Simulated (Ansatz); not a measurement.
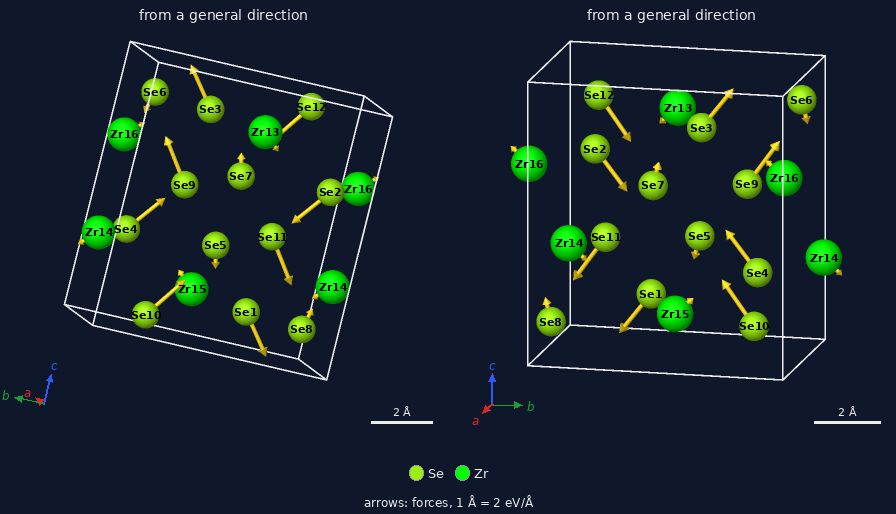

This spheres-only model is shown from two general directions. Thin lines show the simulation cell, with boundary atoms drawn in all their periodic places. The arrows are the computed forces on the atoms.

System: ZrSe₃. Run with DFT, PAW plane waves, LDA (Ansatz) and these settings: plane waves up to 420 eV, k-grid 6×4×4, Fermi-Dirac smearing of 0.045 eV, no spin polarisation.

**Do the forces show a relaxed structure?**

No. The atoms still feel forces of up to about 2.7 eV/Å, far above a usual threshold of 0.01 to 0.03 eV/Å.

Provenance: a generated cell, made by putting these elements into a known structure type (the compound may or may not exist in this form); not relaxed. A calculation with Ansatz used it as input.
